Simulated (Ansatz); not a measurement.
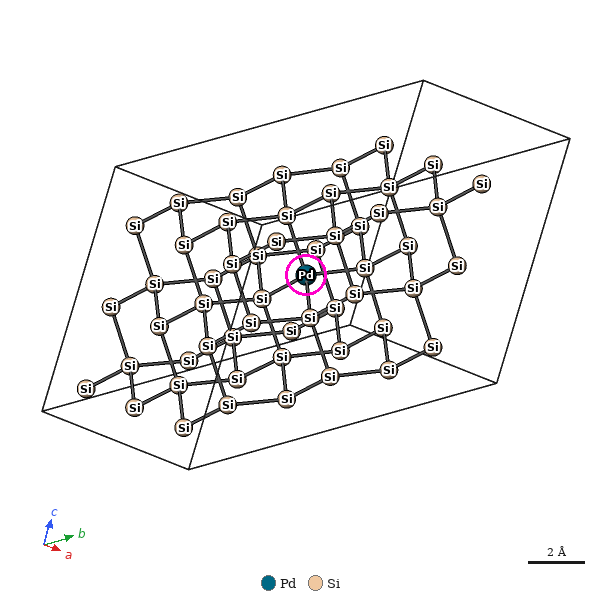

Ball-and-stick representation of a periodic structure, projected from a general direction. The wireframe shows the supercell. The host is Si, in a cell of 54 sites, and the cell carries a charge of +2. A ring marks the defect's site.

> How does this supercell depart from the perfect host?

Palladium on a silicon site (a substitutional impurity). It is bonded to four Si in a tetrahedral arrangement at about 2.4 Å.

The atoms were relaxed in the host's cell with Ansatz, DFT PBE, scalar-relativistic, plane waves, PAW.
